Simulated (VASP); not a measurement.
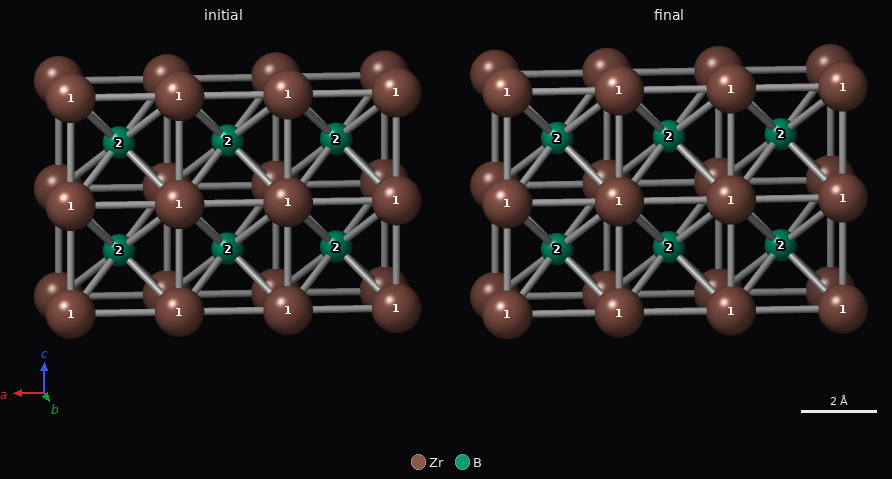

The structure of crystalline ZrB (a generated structure, set up in Pm-3m) before (left) and after (right) a relaxation, at one scale.

A ball-and-stick model of the cell of the calculation, repeated 3 × 1 × 2 with one cell outlined, seen from a free direction.

The run lets cell and atoms move.

Level of theory: Kohn-Sham DFT of a periodic cell, r2SCAN, VASP PAW PBE potentials, recommended in VASP.

Input
```
SYSTEM = ZrB
PREC = Accurate
ENCUT = 600
EDIFF = 1E-6
ISMEAR = 0
SIGMA = 0.1
LREAL = .False.
LASPH = .True.
NELM = 100
ALGO = Normal
ISIF = 3
LWAVE = .False.
LCHARG = .False.
METAGGA = R2SCAN
LMIXTAU = .True.
IBRION = 2
NSW = 90
EDIFFG = -0.04
ISTART = 1
```

Launched with:
```bash
cat potpaw_PBE.64/Zr_sv/POTCAR potpaw_PBE.64/B/POTCAR > POTCAR
cp INCAR.step1 INCAR
mpirun -np 1 vasp_std > vasp.out
cp INCAR.step2 INCAR
mpirun -np 1 vasp_std > vasp.out
```

### Describe what moved and what it gained.

No atom moves by more than 0.005 Å relative to the cell. The drawn cell changes as follows: a = b = c 2.943 → 3.030 Å (+3.0 %); the volume changes by +9.1 %. Some distances before and after: Zr1–Zr1 2.943 → 3.030 Å, Zr1–B2 2.549 → 2.624 Å. The space group stays Pm-3m (No. 221). Over 2 geometry steps the energy falls by 0.103 eV per cell of the calculation. All forces vanish by symmetry, so only the cell relaxes. The pressure goes from 15.38 to −0.12 GPa.
